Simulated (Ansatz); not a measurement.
HfB2

```xyz
24
Lattice="10.6226 0.0000 0.0000 0.0000 10.6226 0.0000 0.0000 0.0000 10.6226" Properties=species:S:1:pos:R:3 pbc="T T T"
Hf    0.0000    0.0000    0.0000
Hf    5.3113    5.3113    0.0000
Hf    5.3113    0.0000    5.3113
Hf    0.0000    5.3113    5.3113
Hf    2.6556    2.6556    2.6556
Hf    7.9669    7.9669    2.6556
Hf    7.9669    2.6556    7.9669
Hf    2.6556    7.9669    7.9669
B     1.3278    1.3278    1.3278
B     6.6391    6.6391    1.3278
B     6.6391    1.3278    6.6391
B     1.3278    6.6391    6.6391
B     3.9835    3.9835    1.3278
B     9.2947    9.2947    1.3278
B     9.2947    3.9835    6.6391
B     3.9835    9.2947    6.6391
B     3.9835    1.3278    3.9835
B     9.2947    6.6391    3.9835
B     9.2947    1.3278    9.2947
B     3.9835    6.6391    9.2947
B     1.3278    3.9835    3.9835
B     6.6391    9.2947    3.9835
B     6.6391    3.9835    9.2947
B     1.3278    9.2947    9.2947
```

Space group Fd-3m; a structure generated by program, which may or may not match a known phase.

Method: DFT PBE, scalar-relativistic, plane waves, PAW in Ansatz.

The density is the valence pseudo-density of a PAW calculation; it isn't the true density close to the nuclei.

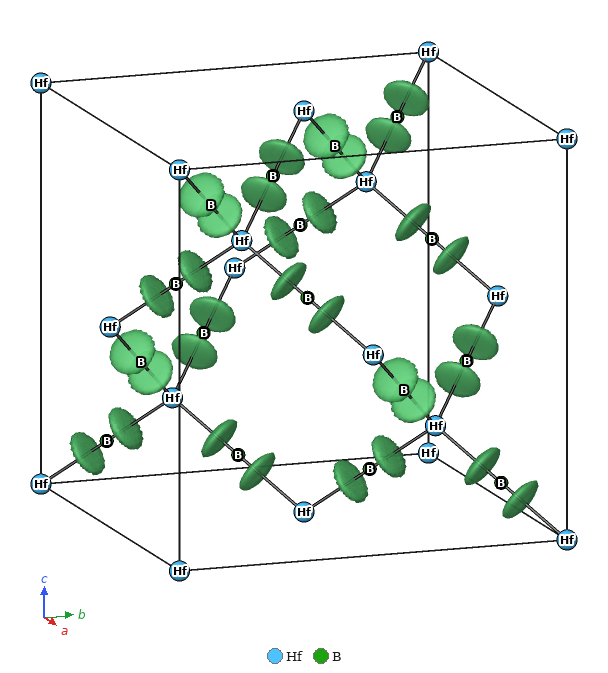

Figure 1. Isosurface of the electron localisation function at 0.9 (green), seen slightly off an axis. Core shells and regions of very low density are left out. Sticks mark near contacts.

Where are the electrons localised?

Answer. The ELF exceeds this value in 32 lobes of the valence shell of B pointing towards Hf (polar bonds), counted in one cell of 24 atoms. Regions shared between cells count once.


Hf–B (2.30 Å): the ELF peaks at about 0.95 in the valence shell of B, 0.7 Å from its nucleus, and is about 0.45 at the midpoint.

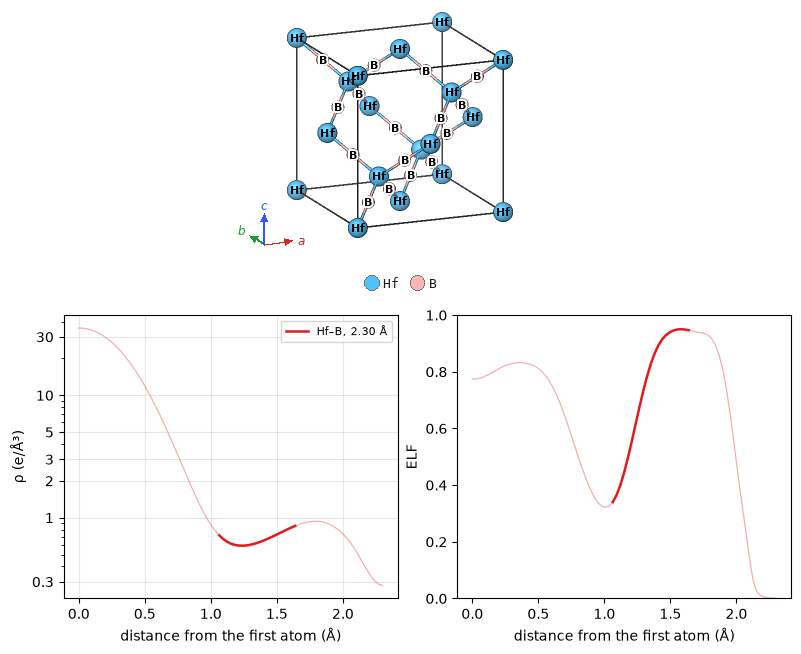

Figure 2. Valence electron density and electron localisation function along straight lines between neighbouring atoms. Thin, pale parts lie inside the atomic spheres. The structure is drawn too.

What can be read from the curves?

Answer. Hf–B (2.30 Å): ρ at the midpoint is about 0.62 e/Å³; the ELF peaks at about 0.95 in the valence shell of B, 0.7 Å from its nucleus, and is about 0.45 at the midpoint.

Does the calculation make it a metal, or give it a gap?

Answer. It is gapless in this calculation (a metal or semimetal).
